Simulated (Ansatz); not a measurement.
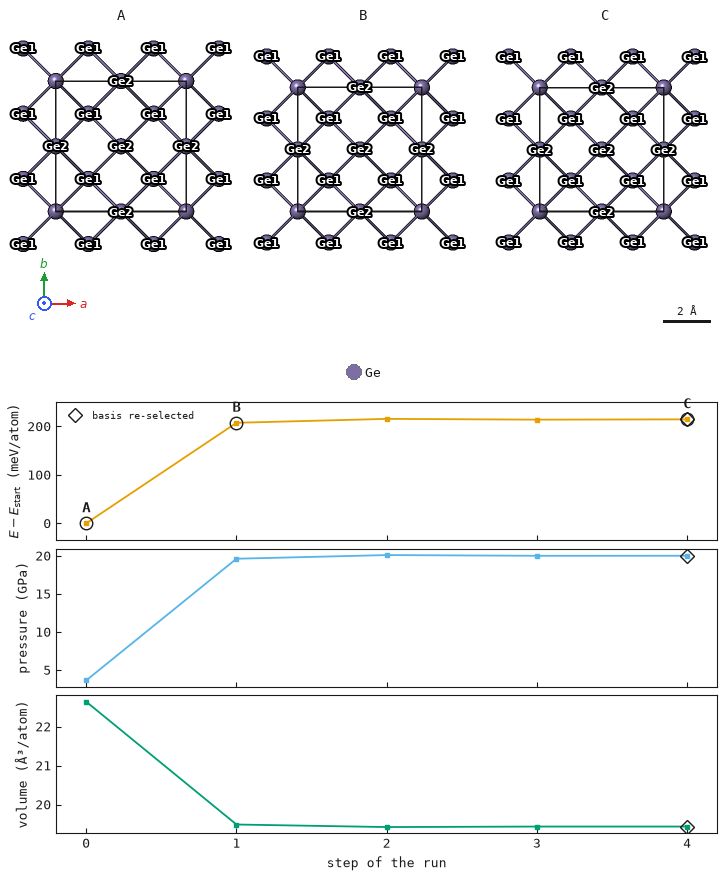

Frames of a relaxation of a crystal of Ge (set up in Fd-3m), marked on the history of the run. A ball-and-stick model of the conventional cell (4 times the calculation's cell), seen along the c axis. Lengths and directions refer to the drawn axes.

The run lets cell and atoms move.

The calculation used Kohn-Sham DFT of a periodic cell, PBE, Ansatz PAW (Ansatz 0.2.0).

The input:
```yaml
crystal:
  lattice:
    - [0.0, 2.82891, 2.82891]
    - [2.82891, 0.0, 2.82891]
    - [2.82891, 2.82891, 0.0]
  atoms:
    - { symbol: Ge, position: [0.75, 0.75, 0.75] }
    - { symbol: Ge, position: [0.5, 0.5, 0.5] }
hamiltonian:
  xc: pbe
  pseudopotentials: { kind: paw }
kpoints:
  mp_grid: { grid: [8, 8, 8] }
scf:
  occupations: { method: fermi_dirac, width: 0.05 }
output:
  forces: true
  stress: true
  eigenvalues: true
  write_density: true
  write_potential: true
  elf: true
  volumetric_format: npy
relax:
  f_tol: 0.01
  max_steps: 40
  cell: { stress_tol: 0.05, p_target: 20.0 }
```

Command:
```bash
ansatz run input.yaml --threads 2 --pin off --max-ram 5632MiB --backend cpu --events-out ev --progress --plain --runs-dir out
```

> Describe the path.

No atom moves by more than 0.005 Å relative to the cell. The drawn cell changes as follows: a = b = c 5.658 → 5.377 Å (−5.0 %); the volume changes by −14.2 %. Some distances before and after: Ge1–Ge2 2.450 → 2.328 Å. The space group stays Fd-3m (No. 227). Over 3 accepted moves (4 points after the start) the energy rises by 215 meV per atom. With the target pressure of 20 GPa, the enthalpy E + pV changes by −186 meV per atom. All forces vanish by symmetry, so only the cell relaxes. The pressure goes from 3.63 to 20.00 GPa. At 1 point the geometry stayed and the basis and grid were re-selected for the new cell (energy shift of 0.6 meV per atom at most each time). Cost: 4.6 s on 2 threads of Arm Neoverse V1, on a shared host, peak memory 0.28 GiB. From step 0 to 1: volume −13.9 %, energy +207 meV per atom. From step 1 to 4: volume −0.3 %, energy +7.1 meV per atom.

```
step  E − E(0), meV/atom  pressure, GPa  volume, Å³/atom                      note
   0                0.00           3.63           22.639                          
   1              207.40          19.61           19.487                          
   2              215.49          20.10           19.421                          
   3              213.89          20.00           19.434                          
   4              214.50          20.00           19.434  same geometry, new basis
```
